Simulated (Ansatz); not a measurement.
# Hf$_{3}$N$_{2}$: what the fields show

Input file:

```
crystal:
  lattice:
    - [1.5994260774, 0.9234290764, 7.7548432223]
    - [-1.5994260774, 0.9234290764, 7.7548432223]
    - [0.0, -1.8468581527, 7.7548432223]
  atoms:
    - { symbol: Hf, position: [0.77941866, 0.77941866, 0.77941866] }
    - { symbol: Hf, position: [0.22058134, 0.22058134, 0.22058134] }
    - { symbol: Hf, position: [0.0, 0.0, 0.0] }
    - { symbol: "N", position: [0.61191553, 0.61191553, 0.61191553] }
    - { symbol: "N", position: [0.38808447, 0.38808447, 0.38808447] }
basis:
  ecutwfc: 700
kpoints:
  mp_grid: { grid: [12, 12, 12] }
hamiltonian:
  xc: r2scan
scf:
  occupations: { method: gaussian, width: 0.1 }
output:
  forces: true
  stress: true
  eigenvalues: true
  write_density: true
  write_potential: true
  elf: true
  volumetric_format: npy
```

Run with:

```sh
ansatz run input.yaml --threads 1 --pin off --max-ram 2560MiB --backend cpu --events-out ev --progress --plain --runs-dir out
```

Below, planes, directions and counts refer to the conventional cell (a = 3.20 Å, b = 3.20 Å, c = 23.26 Å, α = 90.00°, β = 90.00°, γ = 120.00°).

Space group R-3m; a structure from a database of computed crystals, not necessarily the ambient phase.

Theory: DFT r2SCAN, scalar-relativistic, plane waves, PAW in Ansatz.

In a PAW calculation such maps are meaningful between the atoms, not at the nuclei.

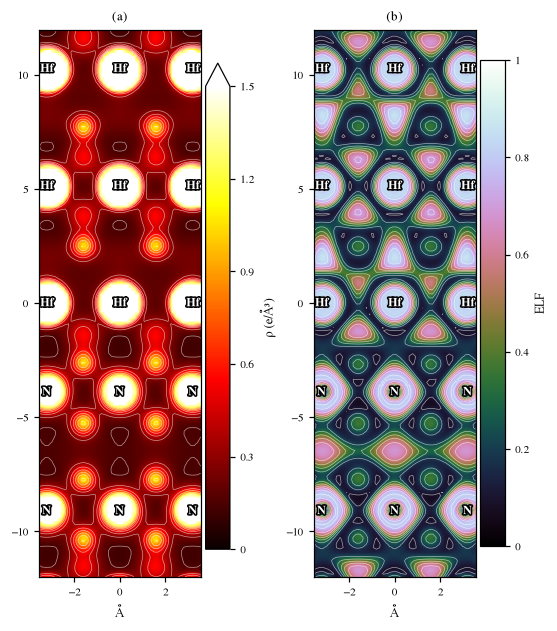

Figure 1. (a) valence pseudo-density; (b) electron localisation function on the (100) plane of the conventional cell.

> Interpret the plot.

- The plane passes through Hf and N nuclei.
- Atoms just off the plane (Hf, 0.9 Å away and N, 0.9 Å away) can leave unmarked features too.
- Hf–Hf (3.20 Å): ρ is about 0.18 e/Å³ halfway; the ELF is about 0.15 at the midpoint (no shared electron pair shows on this line).
- Between the atoms the lowest density in this plane is 0.12 e/Å³.
- The ELF has a maximum of about 0.85 in the space between the atoms, 1.9 Å from four Hf atoms, on no atom or two-centre bond.
- The features right at Hf lie inside the PAW spheres, where the map follows smoothed inner orbitals and isn't to be read closely.

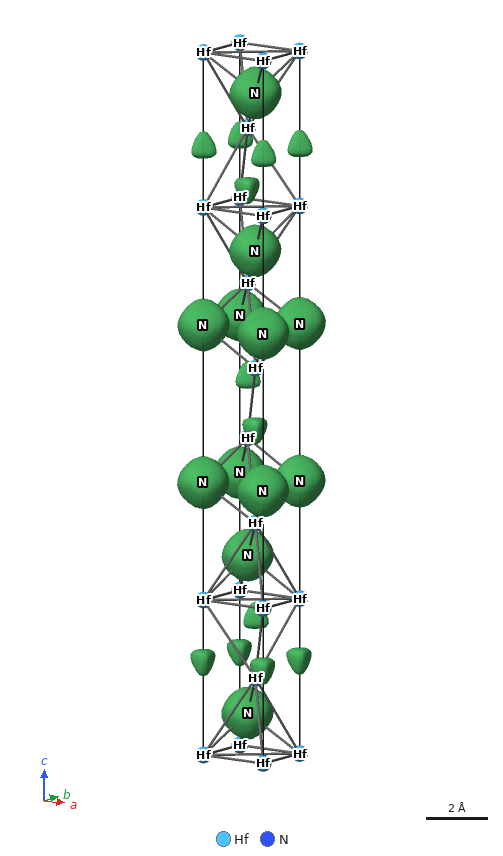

Figure 2. Isosurface of the ELF at 0.75 (green), seen slightly off an axis. Core shells and regions of very low density are left out. Sticks mark near contacts.

> Identify the bonds, lone pairs and shells in this picture.

At this value the surface marks out six regions wrapped around N (the valence shell of each) and six pockets between the atoms, centred on no nucleus (multi-centre or interstitial), counted in one cell of 15 atoms. Any copies at cell faces, edges or corners count once. Profiles from the grid: Hf–N (2.24 Å): the ELF peaks at about 0.80 in the valence shell of N, 0.6 Å from its nucleus, and drops to about 0.15 between the two atoms; no localised pair shows between them. Hf–Hf (3.11 Å): the ELF is about 0.30 at the midpoint (no shared electron pair shows on this line).

> Does the calculation make it a metal, or give it a gap?

It is metallic or semimetallic at this level of theory: no gap opens.
